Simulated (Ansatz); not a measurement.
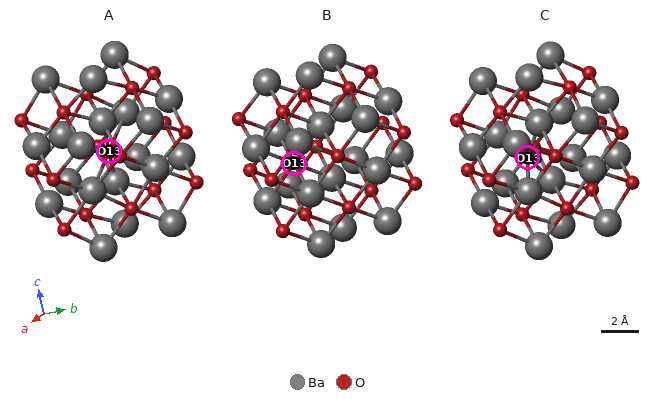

3 geometries from a converged minimum-energy path of a defect cell of composition Ba₈O₇ with an O vacancy (15 atoms in the cell), shuffled. Style: ball-and-stick. Shown: the atoms within 5.6 Å of the middle of the path, slightly off an axis. The moving atom is ringed, with any periodic copies. Bonds to atoms that aren't drawn are left out.

These are results of DFT, PAW plane waves, PBE in Ansatz, not measurements. Set-up: plane-wave cutoff 420 eV; k-point mesh 2 × 2 × 2; Gaussian smearing 0.1 eV; 3 movable images; climbing image; force threshold 0.1 eV/Å; iteration limit 40.

### One of them is the converged climbing image. Which?

A. In order along the path, whose images run from 0 to 4: B (image 0, 0.00 eV), C (image 1, +0.71 eV), A (image 2, +1.65 eV). It is a vacancy jump: a nearby atom moves into the empty site and leaves its own site empty. An O atom travels furthest, 3.93 Å from end to end, along [−1 1 0], on a straight line. At the highest image its nearest neighbour (Ba) is 2.30 Å away, against 2.77 Å at the start, and the surrounding atoms stand up to 0.29 Å off the mean of their end positions.

Limits of the set-up: the k-point mesh is coarse for a cell with partly filled bands; the periodic images lie only 7.9 Å apart, so the values are limited by the cell's size.

The run took 74 s on 4 threads of Intel(R) Xeon(R) 6975P-C (Granite Rapids), on a shared host, peak memory 1.6 GiB.
